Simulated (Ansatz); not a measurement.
# B32N33 (charge −1): single-point calculation (part 3 of 3)

B32N33 (defect cell, 65 atoms in the cell, total charge −1); DFT PBE, scalar-relativistic, plane waves, PAW, spin-polarised (Ansatz 0.2.0); cutoff 420 eV, 3×3×3 k-mesh, Gaussian smearing of 0.05 eV, collinear spins. The structure derives from a Materials Project entry.

Output, continued:
```
  k-point 2 ↑: bands = ["-13.8606", "-12.9029", "-12.6826", "-12.5077", "-12.3159", "-12.1806", "-11.9477", "-11.8654", "-11.8094", "-11.5109", "-11.3030", "-11.2060", "-11.1858", "-10.9573", "-10.8689", "-10.7987", "-10.5653", "-10.5481", "-10.5168", "-10.2067", "-10.1453", "-10.1183", "-10.0526", "-9.9858", "-9.8934", "-9.8758", "-9.6914", "-9.6644", "-9.6216", "-9.5205", "-9.2497", "-9.1151", "-6.6301", "-4.1272", "-4.0618", "-3.8576", "-3.8161", "-3.7493", "-3.5895", "-3.5399",
      "-3.5313", "-3.4764", "-3.4517", "-3.2998", "-3.1879", "-3.1651", "-3.0714", "-2.3812", "-2.3357", "-2.3102", "-2.1336", "-2.0118", "-2.0046", "-1.9074", "-1.8839", "-1.6399", "-1.6054", "-1.4946", "-1.4363", "-1.1804", "-1.1249", "-1.0733", "-0.8018", "-0.7600", "-0.5520", "-0.4792", "-0.4549", "-0.3030", "-0.2367", "-0.1304", "0.0021", "0.0551", "0.0874", "0.1434", "0.1819", "0.3261", "0.3804", "0.3987", "0.4755", "0.5079",
      "0.5740", "0.6307", "0.6580", "0.7210", "0.8275", "0.8477", "0.8916", "0.9222", "0.9535", "1.0449", "1.0617", "1.2069", "1.2154", "1.2903", "1.4106", "1.4296", "1.5566", "1.6340", "1.6890", "1.7524", "1.9194", "1.9700", "1.9924", "2.0770", "2.1709", "2.2842", "2.3785", "2.4677", "2.6388", "2.6784", "2.7644", "2.8725", "3.0176", "3.1068", "3.1711", "3.2101", "3.2415", "3.2698", "3.4289", "3.4467",
      "3.6526", "3.8997", "4.0072", "4.0482", "4.1243", "4.2754", "4.5757", "4.6511", "4.7800", "5.4399", "6.7992", "9.0874", "9.3956", "9.4748", "9.6135", "9.6911", "9.7595", "9.8816", "9.9828", "10.0873", "10.2150", "10.2976", "10.3834", "10.5278", "10.7246", "11.0376", "11.2587", "11.3610", "11.5155", "11.7033", "11.8214", "12.0265", "12.1273", "12.3661", "12.5113", "12.5738", "12.6617", "12.7785", "13.0874", "13.2481",
      "13.4667", "13.5155", "13.7634", "13.8561", "14.0104", "14.2120", "14.3259", "14.4118", "14.6253", "14.7568", "14.8585", "14.8774", "15.0108", "15.0561", "15.1688", "15.2218", "15.3071", "15.4621", "15.5251", "15.6737", "15.7051", "15.7540", "15.9022", "15.9352", "16.0024", "16.1240", "16.2722", "16.3008", "16.3445", "16.4355", "16.5398", "16.5618", "16.6040", "16.6263", "16.6777", "16.6983", "16.7730"]
  k-point 13 ↓: bands = ["-13.8560", "-12.8710", "-12.7329", "-12.5265", "-12.2999", "-12.2022", "-11.9202", "-11.8604", "-11.8026", "-11.5198", "-11.3203", "-11.1887", "-11.1743", "-10.9534", "-10.8497", "-10.7813", "-10.5837", "-10.5659", "-10.5224", "-10.2022", "-10.1396", "-10.1137", "-10.0489", "-9.9724", "-9.9118", "-9.8845", "-9.6964", "-9.6629", "-9.6239", "-9.5197", "-9.2522", "-9.1171", "-6.6273", "-4.1137", "-4.0483", "-3.8643", "-3.8254", "-3.7521", "-3.5854", "-3.5565",
      "-3.5336", "-3.4841", "-3.4442", "-3.3004", "-3.1836", "-3.1616", "-3.0714", "-2.3959", "-2.3354", "-2.3150", "-2.1253", "-2.0129", "-2.0058", "-1.9041", "-1.8744", "-1.6366", "-1.6080", "-1.4775", "-1.4469", "-1.1367", "-1.1153", "-0.8386", "-0.7794", "-0.6804", "-0.6643", "-0.4666", "-0.4479", "-0.3440", "-0.2525", "-0.2203", "-0.1253", "-0.0207", "0.0586", "0.0813", "0.1081", "0.1524", "0.2302", "0.3720", "0.3928", "0.4466",
      "0.5199", "0.5942", "0.6467", "0.7130", "0.8094", "0.8861", "0.9146", "0.9785", "1.0484", "1.1101", "1.1831", "1.2078", "1.3071", "1.3444", "1.4047", "1.4693", "1.5605", "1.6131", "1.6919", "1.8473", "1.9305", "2.0403", "2.0779", "2.2244", "2.3834", "2.4565", "2.4913", "2.6059", "2.6400", "2.7057", "2.7207", "2.7950", "2.8497", "2.9435", "3.0829", "3.1712", "3.3034", "3.3635", "3.4345", "3.5084",
      "3.6590", "3.7731", "3.8661", "4.0719", "4.0937", "4.2947", "4.4577", "4.5150", "4.6788", "5.5455", "6.8115", "9.1469", "9.4210", "9.5596", "9.6849", "9.7416", "9.7676", "9.8041", "9.9539", "10.0683", "10.1611", "10.3400", "10.5161", "10.6755", "10.8727", "10.9824", "11.2193", "11.4596", "11.5947", "11.6742", "11.8076", "11.8944", "11.9986", "12.0962", "12.2178", "12.2995", "12.4760", "12.6863", "12.8748", "13.0660",
      "13.2543", "13.4687", "13.6071", "13.8040", "13.9806", "14.0999", "14.3596", "14.6132", "14.7313", "14.8049", "14.9044", "14.9965", "15.1629", "15.2741", "15.3752", "15.4706", "15.5303", "15.6355", "15.6497", "15.7700", "15.8435", "15.9595", "16.0367", "16.0740", "16.1518", "16.1658", "16.2284", "16.2642", "16.2960", "16.3118", "16.3733", "16.3940", "16.4415", "16.5539", "16.5820", "16.6287", "16.6835"]
--- Löwdin populations: 65 sites ---
  site symbol       q [e]    m [muB]
     0      B      2.6167    -0.0000
     1      B      2.6334    -0.0000
     2      B      2.6245    -0.0000
     3      B      2.6231    -0.0000
     4      B      2.6166    -0.0000
     5      B      2.6335    -0.0000
     6      B      2.6091     0.0000
     7      B      2.6206    -0.0000
     8      B      2.6228    -0.0000
     9      B      2.6036    -0.0000
    10      B      2.6228    -0.0000
    11      B      2.6040    -0.0000
    12      B      2.6114    -0.0000
    13      B      2.6089     0.0000
    14      B      2.6231    -0.0000
    15      B      2.6144    -0.0000
    16      B      2.6245    -0.0000
    17      B      2.6144    -0.0000
    18      B      2.6277    -0.0000
    19      B      2.6228    -0.0000
    20      B      2.6039    -0.0000
    21      B      2.6293    -0.0000
    22      B      2.6193    -0.0000
    23      B      2.6101    -0.0000
    24      B      2.6842    -0.0000
    25      B      2.6294    -0.0000
    26      B      2.6295    -0.0000
    27      B      2.6275    -0.0000
    28      B      2.6302     0.0000
    29      B      2.6115    -0.0000
    30      B      2.6302    -0.0000
    31      B      2.6672    -0.0000
    32      N      5.3521     0.0000
    33      N      5.3414     0.0000
    34      N      5.3493     0.0000
    35      N      5.3423     0.0000
    36      N      5.3521     0.0000
    37      N      5.3414     0.0000
    38      N      5.3393     0.0000
    39      N      5.1325    -0.0000
    40      N      5.3462     0.0000
    41      N      5.3437     0.0000
    42      N      5.3475     0.0000
    43      N      5.3450     0.0000
    44      N      5.3392     0.0000
    45      N      5.3393     0.0000
    46      N      5.3422    -0.0000
    47      N      5.3396     0.0000
    48      N      5.3492     0.0000
    49      N      5.3396     0.0000
    50      N      5.3401     0.0000
    51      N      5.3475     0.0000
    52      N      5.3450     0.0000
    53      N      5.3443     0.0000
    54      N      5.3473     0.0000
    55      N      5.3498     0.0000
    56      N      5.3424     0.0000
    57      N      5.3495     0.0000
    58      N      5.3442     0.0000
    59      N      5.3401     0.0000
    60      N      5.3412     0.0000
    61      N      5.3392     0.0000
    62      N      5.3412     0.0000
    63      N      5.3363     0.0000
    64      N      5.3437    -0.0000
  spilling = 0.007313 (of n_electrons = 262.000000)
--- Bader charges: 65 sites ---
  site symbol  charge [e]  shift [e]    m [muB]
     0      B      2.2135     0.0005     0.0000
     1      B      2.2096     0.0005     0.0000
     2      B      2.2125     0.0005     0.0000
     3      B      2.2130     0.0005     0.0000
     4      B      2.2135     0.0005     0.0000
     5      B      2.2096     0.0005     0.0000
     6      B      2.2157     0.0004     0.0000
     7      B      2.2146     0.0005     0.0000
     8      B      2.2108     0.0005     0.0000
     9      B      2.2216     0.0005     0.0000
    10      B      2.2100     0.0005     0.0000
    11      B      2.2179     0.0005     0.0000
    12      B      2.2160     0.0005     0.0000
    13      B      2.2157     0.0004     0.0000
    14      B      2.2130     0.0005     0.0000
    15      B      2.2178     0.0005     0.0000
    16      B      2.2125     0.0005     0.0000
    17      B      2.2179     0.0005     0.0000
    18      B      2.2117     0.0005     0.0000
    19      B      2.2101     0.0005     0.0000
    20      B      2.2179     0.0005     0.0000
    21      B      2.2079     0.0005     0.0000
    22      B      2.2152     0.0005     0.0000
    23      B      2.2174     0.0005     0.0000
    24      B      2.2336     0.0004     0.0000
    25      B      2.2107     0.0005     0.0000
    26      B      2.2078     0.0005     0.0000
    27      B      2.2118     0.0005     0.0000
    28      B      2.2093     0.0005     0.0000
    29      B      2.2160     0.0005     0.0000
    30      B      2.2093     0.0005     0.0000
    31      B      2.2088     0.0005     0.0000
    32      N     -2.2195     0.0005     0.0000
    33      N     -2.2278     0.0005     0.0000
    34      N     -2.2286     0.0005     0.0000
    35      N     -2.1775     0.0005     0.0000
    36      N     -2.2193     0.0005     0.0000
    37      N     -2.2278     0.0005     0.0000
    38      N     -2.2272     0.0005     0.0000
    39      N     -1.6523     0.0054     0.0000
    40      N     -2.2281     0.0005     0.0000
    41      N     -2.2322     0.0005     0.0000
    42      N     -2.2294     0.0005     0.0000
    43      N     -2.2321     0.0005     0.0000
    44      N     -2.2322     0.0005     0.0000
    45      N     -2.2272     0.0005     0.0000
    46      N     -2.1769     0.0005     0.0000
    47      N     -2.2276     0.0005     0.0000
    48      N     -2.2285     0.0005     0.0000
    49      N     -2.2275     0.0005     0.0000
    50      N     -2.2347     0.0005     0.0000
    51      N     -2.2294     0.0005     0.0000
    52      N     -2.2322     0.0005     0.0000
    53      N     -2.2287     0.0005     0.0000
    54      N     -2.2246     0.0005     0.0000
    55      N     -2.2343     0.0005     0.0000
    56      N     -2.2301     0.0005     0.0000
    57      N     -2.2097     0.0005     0.0000
    58      N     -2.2287     0.0005     0.0000
    59      N     -2.2345     0.0005     0.0000
    60      N     -2.2274     0.0005     0.0000
    61      N     -2.2323     0.0005     0.0000
    62      N     -2.2275     0.0005     0.0000
    63      N     -2.2270     0.0005     0.0000
    64      N     -1.2195     0.0059     0.0000
  estimated error of the sums over rays = 4.5e-4 e
```

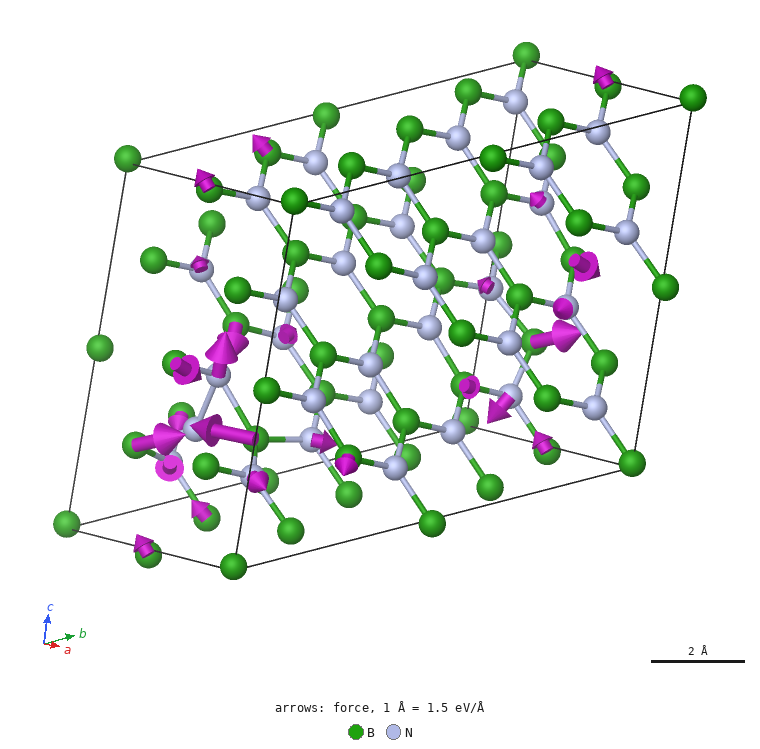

Fig. 1: Forces on the atoms as pink arrows (ball-and-stick view of the cell of the calculation, seen slightly off an axis); the smallest are left out. The largest act on B32 (2.48 eV/Å); B25 (2.04 eV/Å); N40 (1.61 eV/Å); B7 (1.45 eV/Å), among others. Atoms are counted from 1 in the order of the input and aren't labelled in the picture. The geometry is not a stationary point of this energy.

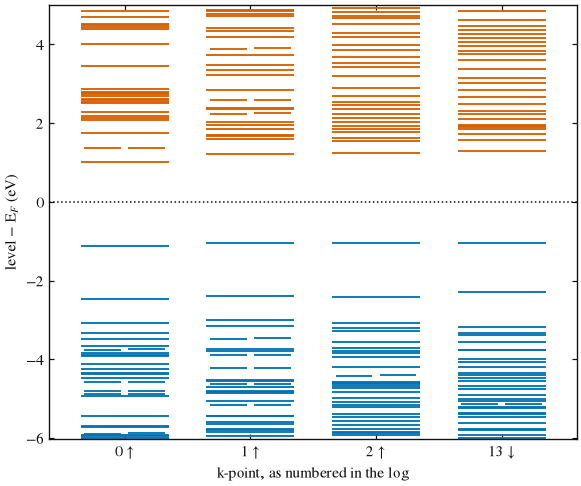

Fig. 2: Kohn–Sham levels near the Fermi level (dotted) at the few k-points that the log prints; levels within 0.02 eV of each other stand side by side. Among these points the highest filled and lowest empty levels are 2.04 eV apart; the gap on the full mesh, 2.02 eV, has an edge at a point that isn't printed.

Key numbers:

- outcome: converged
- electrons treated: 262
- free energy: −17729.5100 eV
- Fermi energy: 7.847 eV
- gap on the k-point mesh: 2.02 eV
- net moment of the cell: 0.00 μB
- integrated absolute moment: 0.00 μB
- largest force (length of the vector): 2.478 eV/Å
- hardware: 4 threads of Arm Neoverse N1, 98 GiB of memory available, shared host
- wall time: 13 min (CPU time 49 min)
- peak memory: 3.8 GiB

Notes:

Warnings of the run: some starting moments were not kept. The cell is charged and computed with a neutralising background, so its energy and pressure depend on the cell and aren't those of a real crystal.
